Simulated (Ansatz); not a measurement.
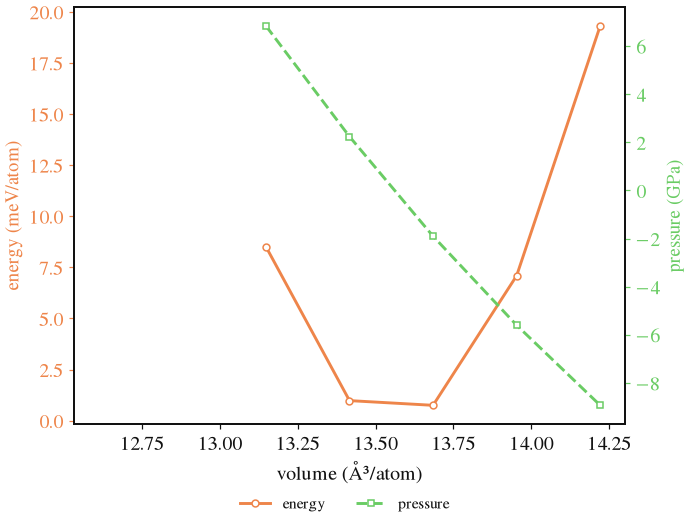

Plotted: energy and pressure against volume for Si₂Mo, space group I4/mmm (No. 139).

The given structure:
```
Mo Si
1.0
    -1.60000    1.60000    3.93050
     1.60000   -1.60000    3.93050
     1.60000    1.60000   -3.93050
Mo Si
1 2
Direct
  0.00000 0.00000 0.00000
  0.66700 0.66700 0.00000
  0.33300 0.33300 0.00000
```

How it was computed, with Ansatz 0.2.0: plane-wave DFT, no spin polarisation; energies at scaled volumes of the given cell, shape and fractions fixed, counted from the fit's minimum, third-order Birch-Murnaghan fit. Level: PBE.

```tsv
setting	value
k mesh	12×12×12
occupations	Fermi–Dirac
smearing width	0.05 eV
potentials	Ansatz PAW large core
wave cutoff	420 eV
density cutoff	1680 eV
```

The points at volume 12.61 Å³/atom and 12.88 Å³/atom are left out of the plot. What values does the calculation give there?

```
volume (Å³/atom)  energy (meV/atom)  pressure (GPa)
           12.61              48.93           17.68
           12.88              24.19           11.97
```

Keep in mind: shape and atomic fractions are frozen while scaling, which makes layered, chain and framework solids too stiff.
